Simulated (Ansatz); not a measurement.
SnO$_{2}$

```
Sn O
1.0
     8.85791    0.00000    0.00000
     0.00000    8.85791    0.00000
     0.00000    0.00000    8.85791
Sn O
16 32
Cartesian
  7.7507 3.3217 1.1072
  3.3217 7.7507 1.1072
  3.3217 3.3217 5.5362
  7.7507 7.7507 5.5362
  5.5362 3.3217 3.3217
  1.1072 7.7507 3.3217
  1.1072 3.3217 7.7507
  5.5362 7.7507 7.7507
  7.7507 1.1072 3.3217
  3.3217 5.5362 3.3217
  3.3217 1.1072 7.7507
  7.7507 5.5362 7.7507
  5.5362 1.1072 1.1072
  1.1072 5.5362 1.1072
  1.1072 1.1072 5.5362
  5.5362 5.5362 5.5362
  3.4611 3.4611 3.4611
  7.8900 7.8900 3.4611
  7.8900 3.4611 7.8900
  3.4611 7.8900 7.8900
  0.9679 3.4611 0.9679
  5.3969 7.8900 0.9679
  5.3969 3.4611 5.3969
  0.9679 7.8900 5.3969
  0.9679 0.9679 3.4611
  5.3969 5.3969 3.4611
  5.3969 0.9679 7.8900
  0.9679 5.3969 7.8900
  3.4611 0.9679 0.9679
  7.8900 5.3969 0.9679
  7.8900 0.9679 5.3969
  3.4611 5.3969 5.3969
  7.6113 1.2466 1.2466
  3.1824 5.6755 1.2466
  3.1824 1.2466 5.6755
  7.6113 5.6755 5.6755
  5.6755 1.2466 3.1824
  1.2466 5.6755 3.1824
  1.2466 1.2466 7.6113
  5.6755 5.6755 7.6113
  5.6755 3.1824 1.2466
  1.2466 7.6113 1.2466
  1.2466 3.1824 5.6755
  5.6755 7.6113 5.6755
  7.6113 3.1824 3.1824
  3.1824 7.6113 3.1824
  3.1824 3.1824 7.6113
  7.6113 7.6113 7.6113
```

Space group Fd-3m; a structure from a database of computed crystals, not necessarily the ambient phase; PAW files of the earlier set (soft_1).

Method: DFT LDA, scalar-relativistic, plane waves, PAW (Ansatz).

In a PAW calculation such maps are meaningful between the atoms, not at the nuclei.

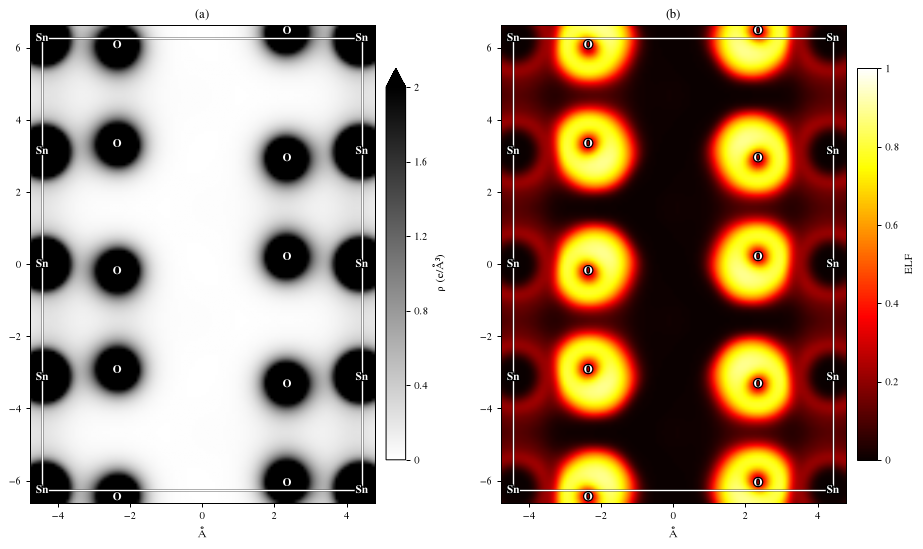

Figure 1. (a) valence charge density (pseudo); (b) ELF on the (110) plane of the conventional cell.

### Interpret the plot.

- The section cuts through Sn and O sites.
- Sn–O (2.08 Å): ρ is about 0.63 e/Å³ halfway; the ELF peaks at about 0.80 in the valence shell of O, 0.6 Å from its nucleus, and is about 0.30 at the midpoint; no shared electron pair shows on this line.
- Between the atoms the lowest density in this plane is 0.005 e/Å³.
- The ELF also peaks beside O, away from the bonds: lone-pair regions.

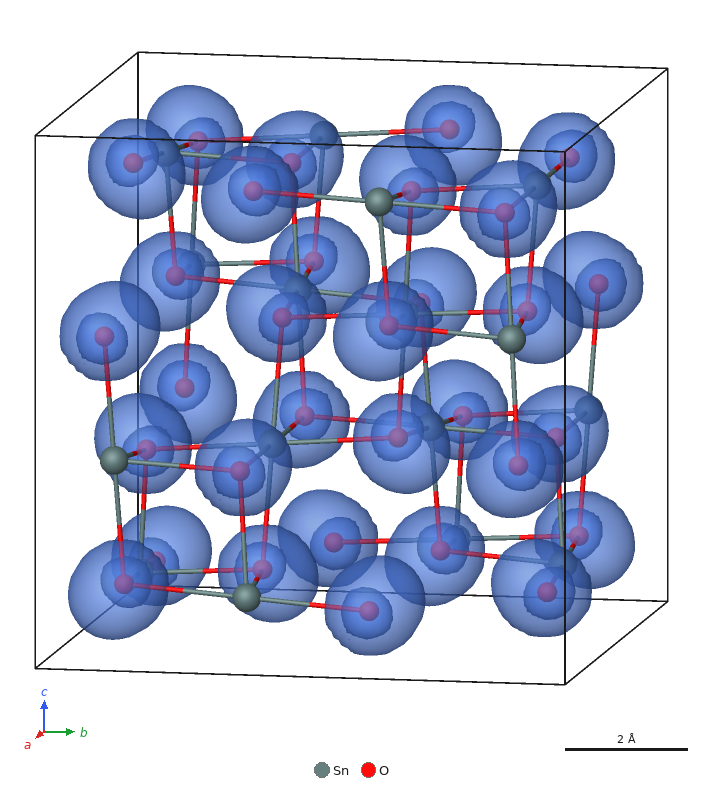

Figure 2. Isosurface of the ELF at 0.75 (blue), seen slightly off an axis. Core shells and regions of very low density are left out. Sticks mark near contacts.

### Describe the localisation domains.

The ELF exceeds this value in 32 regions wrapped around O (the valence shell of each), counted in one cell of 48 atoms. Any copies at cell faces, edges or corners count once.

### Metal or insulator at this level of theory?

It is gapped, with a Kohn–Sham gap of 2.1 eV on the k-point mesh, an upper bound to the gap of this method.
